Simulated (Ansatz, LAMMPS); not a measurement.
## Squeezing and shearing glassy 73SiO2-23BaO-4TiO2 (mol %) (72 atoms)

How stiff is glassy 73SiO2-23BaO-4TiO2 (mol %) (72 atoms), and how do its levels respond to strain?

Method: Kohn-Sham DFT, PBE, PAW (set soft_2), plane waves, in Ansatz 0.2.0.

## Step 1: Set-up

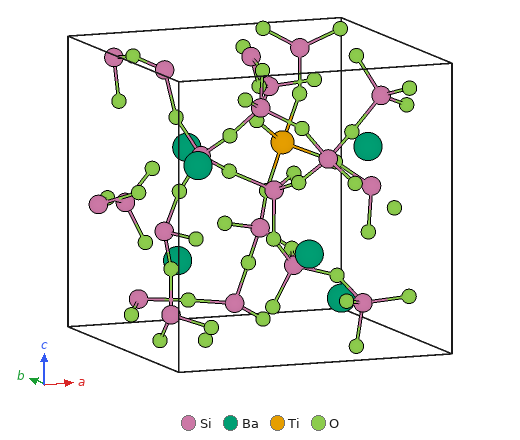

Start, viewed slightly off an axis; silicon pink, barium teal, titanium orange, oxygen green. Some periodic images of atoms are drawn too.

The cell holds 72 atoms: 19 Si, 6 Ba, 1 Ti and 46 O. Cell: a = 10.195 Å, b = 10.195 Å, c = 10.195 Å, α = 90.0°, β = 90.0°, γ = 90.0°. 72 atoms (19 Si, 6 Ba, 1 Ti, 46 O) placed at random at 3.15 g/cm³, melted at 4000 K for 10 ps at fixed volume with the Morse and Coulomb pair potential with partial charges (Pedone, Malavasi, Menziani, Cormack and Segre, J. Phys. Chem. B 110, 11780 (2006)). Quenched from 4000 K to 300 K at 8 K/ps and fixed volume, held 10 ps at zero pressure.

Limits known from the start: The quench rate of 8 K/ps is orders of magnitude faster than experiment, which tends to freeze in extra defects. The network of bonds at the start is that of the classical potential that made the cell, and needn't be the one that DFT or experiment would give. Sampling is at Γ alone. No spin–orbit coupling is included, so levels derived from the heavy atoms are approximate.

## Step 2: Single point at the start

A single point comes first, to see the forces before anything moves.

Contents of input.yaml:

```yaml
crystal:
  lattice:
    - [10.19545, 0.0, 0.0]
    - [0.0, 10.19545, 0.0]
    - [0.0, 0.0, 10.19545]
  atoms:
    - { symbol: Si, position: [0.43851, 0.42906, 0.99125] }
    - { symbol: Si, position: [0.99815, 0.72121, 0.46472] }
    - { symbol: Si, position: [0.07016, 0.24369, 0.15557] }
    - { symbol: Si, position: [0.07931, 0.78138, 0.95596] }
    - { symbol: Si, position: [0.25374, 0.98865, 0.08087] }
    - { symbol: Si, position: [0.51261, 0.40362, 0.53105] }
    - { symbol: Si, position: [0.04975, 0.25431, 0.44189] }
    - { symbol: Si, position: [0.60048, 0.44349, 0.26081] }
    - { symbol: Si, position: [0.1948, 0.96196, 0.42132] }
    - { symbol: Si, position: [0.76666, 0.22812, 0.1546] }
    - { symbol: Si, position: [0.81682, 0.92066, 0.92026] }
    - { symbol: Si, position: [0.60203, 0.13581, 0.67469] }
    - { symbol: Si, position: [0.55432, 0.86272, 0.06724] }
    - { symbol: Si, position: [0.36546, 0.16252, 0.86123] }
    - { symbol: Si, position: [0.23294, 0.37362, 0.67206] }
    - { symbol: Si, position: [0.58768, 0.71551, 0.34763] }
    - { symbol: Si, position: [0.14402, 0.48338, 0.95546] }
    - { symbol: Si, position: [0.59122, 0.64185, 0.84564] }
    - { symbol: Si, position: [0.82976, 0.21945, 0.86556] }
    - { symbol: Ba, position: [0.22574, 0.56728, 0.28131] }
    - { symbol: Ba, position: [0.32312, 0.72478, 0.64001] }
    - { symbol: Ba, position: [0.49841, 0.05159, 0.36706] }
    - { symbol: Ba, position: [0.08336, 0.03269, 0.70115] }
    - { symbol: Ba, position: [0.83774, 0.5974, 0.10834] }
    - { symbol: Ba, position: [0.88692, 0.47913, 0.64547] }
    - { symbol: Ti, position: [0.71473, 0.82566, 0.61654] }
    - { symbol: O, position: [0.13123, 0.31858, 0.56448] }
    - { symbol: O, position: [0.08441, 0.6211, 0.98552] }
    - { symbol: O, position: [0.07989, 0.36717, 0.0468] }
    - { symbol: O, position: [0.36453, 0.44441, 0.59936] }
    - { symbol: O, position: [0.10392, 0.10202, 0.43617] }
    - { symbol: O, position: [0.26341, 0.9509, 0.28103] }
    - { symbol: O, position: [0.10325, 0.6176, 0.5151] }
    - { symbol: O, position: [0.09791, 0.31167, 0.30098] }
    - { symbol: O, position: [0.30034, 0.9794, 0.52899] }
    - { symbol: O, position: [0.93122, 0.83756, 0.99178] }
    - { symbol: O, position: [0.52715, 0.45177, 0.12094] }
    - { symbol: O, position: [0.17438, 0.85729, 0.05251] }
    - { symbol: O, position: [0.50304, 0.38491, 0.36615] }
    - { symbol: O, position: [0.96989, 0.68013, 0.3149] }
    - { symbol: O, position: [0.2922, 0.47994, 0.01693] }
    - { symbol: O, position: [0.79804, 0.87703, 0.77046] }
    - { symbol: O, position: [0.5398, 0.24918, 0.57946] }
    - { symbol: O, position: [0.26541, 0.05444, 0.91159] }
    - { symbol: O, position: [0.10577, 0.80115, 0.80066] }
    - { symbol: O, position: [0.64529, 0.79829, 0.45904] }
    - { symbol: O, position: [0.58348, 0.81037, 0.21304] }
    - { symbol: O, position: [0.17866, 0.4654, 0.79364] }
    - { symbol: O, position: [0.87535, 0.07582, 0.91043] }
    - { symbol: O, position: [0.92277, 0.19679, 0.17189] }
    - { symbol: O, position: [0.74009, 0.60091, 0.86602] }
    - { symbol: O, position: [0.72669, 0.36349, 0.2306] }
    - { symbol: O, position: [0.65345, 0.59141, 0.29237] }
    - { symbol: O, position: [0.64908, 0.00923, 0.60744] }
    - { symbol: O, position: [0.17012, 0.12639, 0.12372] }
    - { symbol: O, position: [0.28952, 0.25275, 0.75603] }
    - { symbol: O, position: [0.49066, 0.09766, 0.7927] }
    - { symbol: O, position: [0.90359, 0.2818, 0.46436] }
    - { symbol: O, position: [0.41699, 0.27329, 0.96929] }
    - { symbol: O, position: [0.87278, 0.73871, 0.55333] }
    - { symbol: O, position: [0.76429, 0.28161, 0.99699] }
    - { symbol: O, position: [0.08674, 0.85737, 0.46058] }
    - { symbol: O, position: [0.53206, 0.7314, 0.97163] }
    - { symbol: O, position: [0.50155, 0.51156, 0.87248] }
    - { symbol: O, position: [0.44007, 0.66981, 0.37964] }
    - { symbol: O, position: [0.62237, 0.49563, 0.56743] }
    - { symbol: O, position: [0.4203, 0.95089, 0.07276] }
    - { symbol: O, position: [0.66475, 0.12508, 0.18297] }
    - { symbol: O, position: [0.58278, 0.73338, 0.71436] }
    - { symbol: O, position: [0.95291, 0.29274, 0.81398] }
    - { symbol: O, position: [0.71732, 0.20658, 0.74946] }
    - { symbol: O, position: [0.68116, 0.91853, 0.99614] }
kpoints:
  mp_grid: { grid: [1, 1, 1] }
hamiltonian:
  xc: pbe
scf:
  occupations: { method: fixed }
output:
  forces: true
```

The run is started by

```
$ ansatz run input.yaml --threads 4 --pin off --max-ram 8192MiB --backend cpu --events-out ev --progress --plain --runs-dir out
```

Numbers of over 12 decimals in the logs are rounded to 6 here.

The log of the run:

```text
Engine: ansatz 0.2.0, x86_64-unknown-linux-gnu
Pseudopotentials: kind: paw
Pseudopotential: Si, paw, valence charge 4, recommended cutoff 420 eV (normal), Si.paw.azcp
Pseudopotential: Ba, paw, valence charge 10, recommended cutoff 420 eV (normal), Ba.paw.azcp
Pseudopotential: Ti, paw, valence charge 12, recommended cutoff 420 eV (normal), Ti.paw.azcp
Pseudopotential: O, paw, valence charge 6, recommended cutoff 420 eV (normal), O.paw.azcp
[... 5 lines on functional and potentials left out ...]
Crystal: 72 atoms, lattice volume = 1059.788 Å³
Basis set: ecut = 420 eV, 20719 PW (Γ), exchange–correlation on 144×144×144 points (8 copies of the dense FFT grid, shifted against one another)
Bands: 284, of which v1, the nominal top of the filled ones, is band 212 counted from 1 (211 counted from 0)
Symmetry: 1 space group operations
Space group: P1 (ITA 1), of the structure as read, at distance tolerance 1.0e-4 Å
k-points: 1
[... 9 lines on functional and potentials left out ...]
Initial density: superposition of atomic densities (neutral atoms: chi_scale 0, normalization atom), corrected by the library's trained network
Initial wavefunctions: pseudopotential atomic-orbital guess
Functional: x = pbe(κ = 0.804, μ = 0.219515), c = pbe(β = 0.066725)
SCF iter   1: F=—  HF=-76460.469399 eV  |F-HF|=—  |Δ(HF+E_count)|=         —  Δρ=2.30e-3  dr2=6.70e-2  ethr=1.77e-3  ⟨swp⟩=4.0  Hψ=1009  notcnv=0  defer=69
preconditioner: auto → Resta (q_TF=auto, 2.342 Å⁻¹)  ε∞=3.3  [insulator: Δε(μ)=2.845 eV  Ē_g=14.974 eV  n_scr=250 (ndim 8)  ℏωp=22.9 eV  f_vac=0.122  ε∞_Penn≈3.3]
SCF iter   2: F=—  HF=-76460.468807 eV  |F-HF|=—  |Δ(HF+E_count)|=   5.93e-4  Δρ=1.23e-3  dr2=1.45e-2  ethr=1.58e-5  ⟨swp⟩=3.0  Hψ=457  notcnv=0  defer=70
SCF iter   3: F=—  HF=-76460.471112 eV  |F-HF|=—  |Δ(HF+E_count)|=   2.30e-3  Δρ=5.37e-4  dr2=4.59e-3  ethr=3.42e-6  ⟨swp⟩=2.0  Hψ=430  notcnv=0  defer=61
automatic band count: iteration 3 solves 275 bands in place of 284: the levels show a gap, and the empty bands left out lie too high to hold charge; the band table lists the bands solved (type scf.n_extra_bands for more)
SCF iter   4: F=—  HF=-76460.471230 eV  |F-HF|=—  |Δ(HF+E_count)|=   1.19e-4  Δρ=2.28e-4  dr2=7.36e-4  ethr=1.08e-6  ⟨swp⟩=2.0  Hψ=380  notcnv=0  defer=61
SCF iter   5: F=—  HF=-76460.471224 eV  |F-HF|=—  |Δ(HF+E_count)|=   6.52e-6  Δρ=1.52e-4  dr2=2.85e-4  ethr=1.74e-7  ⟨swp⟩=2.0  Hψ=431  notcnv=0  defer=60
SCF iter   6: F=—  HF=-76460.471229 eV  |F-HF|=—  |Δ(HF+E_count)|=   5.46e-6  Δρ=5.22e-5  dr2=3.33e-5  ethr=6.72e-8  ⟨swp⟩=2.0  Hψ=431  notcnv=0  defer=60
SCF iter   7: F=—  HF=-76460.472625 eV  |F-HF|=—  |Δ(HF+E_count)|=   1.40e-3  Δρ=1.96e-5  dr2=4.65e-6  ethr=7.84e-9  ⟨swp⟩=2.0  Hψ=428  notcnv=0  defer=58
SCF iter   8: F=—  HF=-76460.472628 eV  |F-HF|=—  |Δ(HF+E_count)|=   2.73e-6  Δρ=8.17e-6  dr2=7.39e-7  ethr=1.10e-9  ⟨swp⟩=2.0  Hψ=387  notcnv=0  defer=58
SCF iter   9: F=—  HF=-76460.472629 eV  |F-HF|=—  |Δ(HF+E_count)|=   6.15e-7  Δρ=3.69e-6  dr2=1.43e-7  ethr=1.74e-10  ⟨swp⟩=2.0  Hψ=390  notcnv=0  defer=58
SCF iter  10: F=-76460.472629 eV  HF=-76460.472629 eV  |F-HF|=5.37e-9  |Δ(HF+E_count)|=   5.25e-8  Δρ=1.41e-6  dr2=2.10e-8  ethr=2.36e-11  ⟨swp⟩=4.0  Hψ=915  notcnv=0
SCF 1 converged in 10 iterations: F = -76460.472629 eV  dr2 = 2.10e-8
  greatest PAW one-centre occupation: 0.999 electrons in one spin orbital (limit 2), on the Ti atom at site 25 (counted from 0), in its partial waves of l = 0
SCF converged after 10 iterations
Free energy (F): -76460.472629 eV
Harris-Foulkes:  -76460.472629 eV  (|F-HF|=5.37e-9)
Internal energy: -76460.472629 eV  (E = F + TS)
E sigma→0 (E₀):  -76460.472629 eV
Fermi energy:    4.777431 eV
--- Per-component energies (eV) ---
  E_band       = -1778.040403
  E_kinetic    = 10349.177994
  E_local      = -27041.686280  (includes V_loc(G=0)·N_el)
  E_nonlocal   = 3015.501774
  E_hartree    = 10116.952049
  E_xc         = -5595.011088
  E_vxc        = -6216.286910  (∫ρ·V_xc dr)
  E_paw        = -49455.213225  (= ΣΔE_a)
  E_vpaw       = -2118.766112  (= ΣTr[D̂ρ^β])
  E_aug_tail   = 0.117352  (compensation charges beyond the density's cutoff)
  E_ewald      = -17850.311203
  E_smearing   = -0.000000  (= −TS)
  E_closure    = -0.000000  (closes the sum)
  Σ components = -76460.472629   (vs F -76460.472629, Δ=0.00e0)
--- Forces (eV/Å), atoms counted from 1 ---
  atom   1  Si     1.20856608    -0.83693258    -0.20368344
  atom   2  Si     1.43378345     0.03234074    -2.78294849
  atom   3  Si     0.06011907     0.48769371     0.17500885
  atom   4  Si    -0.73539053     0.99655558    -3.49637090
  atom   5  Si     2.07550798     1.66511658     0.70819858
  atom   6  Si    -1.28562019    -1.90369917     0.43765403
  atom   7  Si    -0.17609111    -1.68957909    -0.32716023
  atom   8  Si    -0.80860361     0.91468182    -0.51951081
  atom   9  Si    -1.81653555     2.41500121    -2.21344096
  atom  10  Si     1.21473735     1.34358007    -2.58312617
  atom  11  Si     0.39272619     2.39282017    -1.16241942
  atom  12  Si    -1.92525845     2.19464857     2.80389979
  atom  13  Si    -1.65232277    -1.54440413    -1.08414720
  atom  14  Si     1.59315402     1.55459614     0.40955087
[...]
atom  71  O      1.54320278     0.96894954     0.98249051
  atom  72  O      0.68048430     0.93931618     0.47162464
  max |Σ_I F_I| component: 6.23e-5 eV/Å
```

The job ended after 6.4 s (4 threads of Intel Xeon Platinum 8175M at 2.50GHz (Skylake/Cascade Lake), shared host; peak memory 1.3 GiB; 23 s of CPU time).

In the SCF lines HF is the Harris–Foulkes energy and dr2 the Hartree energy of the density residual, in eV; the loop may stop once dr2 is under the threshold and the program's other checks hold. Hψ counts applications of the Hamiltonian.

The r.m.s. force at the start is 1.3 eV/Å.

## Step 3: Cell and atoms relaxed

Cell and atoms are freed together, to release stress as well as forces.

Contents of input.yaml:

```yaml
crystal:
  lattice:
    - [10.19545, 0.0, 0.0]
    - [0.0, 10.19545, 0.0]
    - [0.0, 0.0, 10.19545]
  atoms:
    [... the 72 atom lines of step 2 ...]
kpoints:
  mp_grid: { grid: [1, 1, 1] }
hamiltonian:
  xc: pbe
scf:
  occupations: { method: fixed }
output:
  forces: true
relax:
  f_tol: 0.05
  max_steps: 150
  cell: {}
```

The log of the run:

```text
[...]
Crystal: 72 atoms, lattice volume = 1059.788 Å³
Basis set: ecut = 420 eV, 20719 PW (Γ), exchange–correlation on 144×144×144 points (8 copies of the dense FFT grid, shifted against one another)
Bands: 284, of which v1, the nominal top of the filled ones, is band 212 counted from 1 (211 counted from 0)
Symmetry: 1 space group operations
[...]
k-points: 1
[...]
SCF iter   1: F=—  HF=-76460.469399 eV  |F-HF|=—  |Δ(HF+E_count)|=         —  Δρ=2.30e-3  dr2=6.70e-2  ethr=1.77e-3  ⟨swp⟩=4.0  Hψ=1009  notcnv=0  defer=69
[...]
SCF iter   5: F=—  HF=-76460.471233 eV  |F-HF|=—  |Δ(HF+E_count)|=   6.80e-6  Δρ=1.52e-4  dr2=2.85e-4  ethr=1.74e-7  ⟨swp⟩=2.0  Hψ=431  notcnv=0  defer=60
[...]
SCF iter   9: F=—  HF=-76460.472629 eV  |F-HF|=—  |Δ(HF+E_count)|=   6.15e-7  Δρ=3.69e-6  dr2=1.43e-7  ethr=1.74e-10  ⟨swp⟩=2.0  Hψ=390  notcnv=0  defer=58
SCF iter  10: F=-76460.472629 eV  HF=-76460.472629 eV  |F-HF|=5.36e-9  |Δ(HF+E_count)|=   5.24e-8  Δρ=1.41e-6  dr2=2.10e-8  ethr=2.36e-11  ⟨swp⟩=4.0  Hψ=915  notcnv=0
SCF 1 converged in 10 iterations: F = -76460.472629 eV  dr2 = 2.10e-8
[...]
relax step   1: F+E_penalty+E_count = -76460.47262885 eV  Δ(F+E_penalty+E_count) = +0.000e0 eV  max|allowed force component| = 5.188e0 eV/Å  Δτ_max = 0.0000 Å  P = +4.000 GPa  Ω = 1059.788 Å³  (10 SCF iters, dr2 threshold 1.00e-7 eV, accepted)
[... from here on, the SCF cycles and remarks between the steps are left out ...]
relax step   2: F+E_penalty+E_count = -76463.88446302 eV  Δ(F+E_penalty+E_count) = -3.412e0 eV  max|allowed force component| = 3.537e0 eV/Å  Δτ_max = 0.1950 Å  P = +2.464 GPa  Ω = 1059.344 Å³  energy of the carried Pulay correction = +1.388e-3 eV  (8 SCF iters, dr2 threshold 7.20e-6 eV, accepted)
relax step   3: F+E_penalty+E_count = -76466.02590873 eV  Δ(F+E_penalty+E_count) = -2.141e0 eV  max|allowed force component| = 1.372e0 eV/Å  Δτ_max = 0.1949 Å  P = +0.393 GPa  Ω = 1064.139 Å³  energy of the carried Pulay correction = -1.354e-2 eV  (8 SCF iters, dr2 threshold 7.20e-6 eV, accepted)
relax step   4: F+E_penalty+E_count = -76466.51854831 eV  Δ(F+E_penalty+E_count) = -4.926e-1 eV  max|allowed force component| = 6.296e-1 eV/Å  Δτ_max = 0.2000 Å  P = -0.004 GPa  Ω = 1071.563 Å³  energy of the carried Pulay correction = -3.652e-2 eV  (8 SCF iters, dr2 threshold 7.20e-6 eV, accepted)
relax step   5: F+E_penalty+E_count = -76466.79393794 eV  Δ(F+E_penalty+E_count) = -2.754e-1 eV  max|allowed force component| = 6.465e-1 eV/Å  Δτ_max = 0.1593 Å  P = -0.255 GPa  Ω = 1077.006 Å³  energy of the carried Pulay correction = -5.327e-2 eV  (8 SCF iters, dr2 threshold 7.20e-6 eV, accepted)
relax step   6: F+E_penalty+E_count = -76467.02188819 eV  Δ(F+E_penalty+E_count) = -2.280e-1 eV  max|allowed force component| = 2.965e-1 eV/Å  Δτ_max = 0.2000 Å  P = +0.078 GPa  Ω = 1076.022 Å³  energy of the carried Pulay correction = -5.025e-2 eV  (8 SCF iters, dr2 threshold 7.20e-6 eV, accepted)
relax step   7: F+E_penalty+E_count = -76467.12130352 eV  Δ(F+E_penalty+E_count) = -9.942e-2 eV  max|allowed force component| = 3.222e-1 eV/Å  Δτ_max = 0.2000 Å  P = +0.043 GPa  Ω = 1075.798 Å³  energy of the carried Pulay correction = -4.956e-2 eV  (8 SCF iters, dr2 threshold 5.49e-6 eV, accepted)
relax step   8: F+E_penalty+E_count = -76467.13675548 eV  Δ(F+E_penalty+E_count) = -1.545e-2 eV  max|allowed force component| = 1.304e-1 eV/Å  Δτ_max = 0.0322 Å  P = -0.027 GPa  Ω = 1077.571 Å³  energy of the carried Pulay correction = -5.500e-2 eV  (6 SCF iters, dr2 threshold 6.49e-6 eV, accepted)
relax step   9: F+E_penalty+E_count = -76467.13902431 eV  Δ(F+E_penalty+E_count) = -2.269e-3 eV  max|allowed force component| = 3.374e-1 eV/Å  Δτ_max = 0.2000 Å  P = -0.035 GPa  Ω = 1077.366 Å³  energy of the carried Pulay correction = -5.437e-2 eV  (9 SCF iters, dr2 threshold 1.06e-6 eV, accepted)
relax step  10: F+E_penalty+E_count = -76467.17052256 eV  Δ(F+E_penalty+E_count) = -3.150e-2 eV  max|allowed force component| = 8.605e-2 eV/Å  Δτ_max = 0.0928 Å  P = +0.090 GPa  Ω = 1077.821 Å³  energy of the carried Pulay correction = -5.577e-2 eV  (7 SCF iters, dr2 threshold 7.11e-6 eV, accepted)
relax step  11: F+E_penalty+E_count = -76467.16118739 eV  Δ(F+E_penalty+E_count) = +9.335e-3 eV  max|allowed force component| = 2.937e-1 eV/Å  Δτ_max = 0.1328 Å  P = -0.121 GPa  Ω = 1079.110 Å³  energy of the carried Pulay correction = -5.972e-2 eV  (9 SCF iters, dr2 threshold 4.63e-7 eV, rejected (line search))
relax step  12: F+E_penalty+E_count = -76467.18170152 eV  Δ(F+E_penalty+E_count) = -1.118e-2 eV  max|allowed force component| = 8.547e-2 eV/Å  Δτ_max = 0.0654 Å  P = -0.021 GPa  Ω = 1077.536 Å³  energy of the carried Pulay correction = -5.490e-2 eV  (12 SCF iters, accepted)
relax step  13: F+E_penalty+E_count = -76467.18579983 eV  Δ(F+E_penalty+E_count) = -4.098e-3 eV  max|allowed force component| = 1.733e-1 eV/Å  Δτ_max = 0.0713 Å  P = +0.087 GPa  Ω = 1076.386 Å³  energy of the carried Pulay correction = -5.137e-2 eV  (8 SCF iters, dr2 threshold 4.57e-7 eV, accepted)
relax step  14: F+E_penalty+E_count = -76467.18664915 eV  Δ(F+E_penalty+E_count) = -8.493e-4 eV  max|allowed force component| = 8.171e-2 eV/Å  Δτ_max = 0.0364 Å  P = -0.067 GPa  Ω = 1077.171 Å³  energy of the carried Pulay correction = -5.377e-2 eV  (7 SCF iters, dr2 threshold 1.88e-6 eV, accepted)
relax step  15: F+E_penalty+E_count = -76467.18875978 eV  Δ(F+E_penalty+E_count) = -2.111e-3 eV  max|allowed force component| = 4.630e-2 eV/Å  Δτ_max = 0.0207 Å  P = +0.002 GPa  Ω = 1076.992 Å³  energy of the carried Pulay correction = -5.323e-2 eV  (7 SCF iters, dr2 threshold 4.17e-7 eV, accepted)
relax step  16: F+E_penalty+E_count = -76467.31508162 eV  Δ(F+E_penalty+E_count) = -1.263e-1 eV  max|allowed force component| = 4.638e-2 eV/Å  Δτ_max = 0.0000 Å  P = +0.194 GPa  Ω = 1076.992 Å³  stress off target by 5.05e-1 GPa  SCF on the basis re-selected at this cell (its energy is not comparable with the rows above)  (8 SCF iters)
relax step  17: F+E_penalty+E_count = -76467.29042278 eV  Δ(F+E_penalty+E_count) = +2.466e-2 eV  max|allowed force component| = 2.123e-1 eV/Å  Δτ_max = 0.0863 Å  P = +0.072 GPa  Ω = 1082.854 Å³  energy of the carried Pulay correction = -1.872e-2 eV  (8 SCF iters, dr2 threshold 6.38e-7 eV, rejected (line search))
relax step  18: F+E_penalty+E_count = -76467.31117043 eV  Δ(F+E_penalty+E_count) = +3.911e-3 eV  max|allowed force component| = 5.506e-2 eV/Å  Δτ_max = 0.0311 Å  P = +0.021 GPa  Ω = 1081.426 Å³  energy of the carried Pulay correction = -1.412e-2 eV  (12 SCF iters, accepted)
relax step  19: F+E_penalty+E_count = -76467.31104153 eV  Δ(F+E_penalty+E_count) = +1.289e-4 eV  max|allowed force component| = 3.184e-2 eV/Å  Δτ_max = 0.0147 Å  P = -0.016 GPa  Ω = 1081.911 Å³  energy of the carried Pulay correction = -1.572e-2 eV  (7 SCF iters, dr2 threshold 1.89e-7 eV, accepted)
relax step  20: F+E_penalty+E_count = -76467.32515245 eV  Δ(F+E_penalty+E_count) = -1.411e-2 eV  max|allowed force component| = 3.187e-2 eV/Å  Δτ_max = 0.0000 Å  P = -0.010 GPa  Ω = 1081.911 Å³  stress off target by 3.89e-2 GPa  SCF on the basis re-selected at this cell (its energy is not comparable with the rows above)  (6 SCF iters)
[...]
SCF converged after 6 iterations
Free energy (F): -76467.325152 eV
[...]
Internal energy: -76467.325152 eV  (E = F + TS)
E sigma→0 (E₀):  -76467.325152 eV
Fermi energy:    4.290941 eV
[...]
Σ components = -76467.325152   (vs F -76467.325152, Δ=0.00e0)
--- Forces (eV/Å), atoms counted from 1 ---
  atom   1  Si     0.00822589    -0.00121750    -0.00047293
  atom   2  Si    -0.00205163     0.00855683     0.00661514
  atom   3  Si    -0.00588285    -0.00250752     0.01522773
  atom   4  Si    -0.00436910    -0.00242882     0.01953838
[...]
atom  72  O     -0.00766976    -0.00289042     0.00267985
  max |Σ_I F_I| component: 1.83e-5 eV/Å
--- Stress (GPa, compression-positive) ---
        0.010135       0.007803       0.013062
        0.007803      -0.005783       0.006906
        0.013063       0.006906      -0.034693
  P = ⅓ Tr σ = -0.0101 GPa (-0.101 kbar)
--- Relaxed structure (18 steps of the walk, 16 accepted, 2 SCFs on fresh bases) ---
  F+E_penalty+E_count = -76467.32515245 eV   max|allowed force component| = 3.187e-2 eV/Å   (the final SCF, on the basis selected at the relaxed cell)
  cell:  # Å, volume = 1081.9115 Å³
    - [10.341808, 0.139133, 0.372733]
    - [0.139133, 10.300199, 0.030014]
    - [0.372733, 0.030014, 10.171971]
  atoms:
    - { symbol: Si, position: [0.445058, 0.418313, 0.990686] }
    - { symbol: Si, position: [0.990755, 0.748485, 0.445420] }
    - { symbol: Si, position: [0.083936, 0.262727, 0.153101] }
    - { symbol: Si, position: [0.084610, 0.790211, 0.945812] }
[...]
- { symbol: O, position: [0.677503, 0.911591, 1.007527] }
```

It took 2.1 min on 4 threads; peak memory 1.3 GiB; 7.7 min of CPU time.

The relaxation converged after 18 steps, with a largest force component of 0.032 eV/Å.

(Continued in part 2 of 3.)

[Logs are printed without paths, hosts, clocks, repeated set-up lines and the standing remarks that a program may print on its own settings, such as how far it seeks lower states.]

[Hosts, paths, dates, database ids (printed as entryN), source tags and the programs' standing remarks are cut or masked in the printed files.]
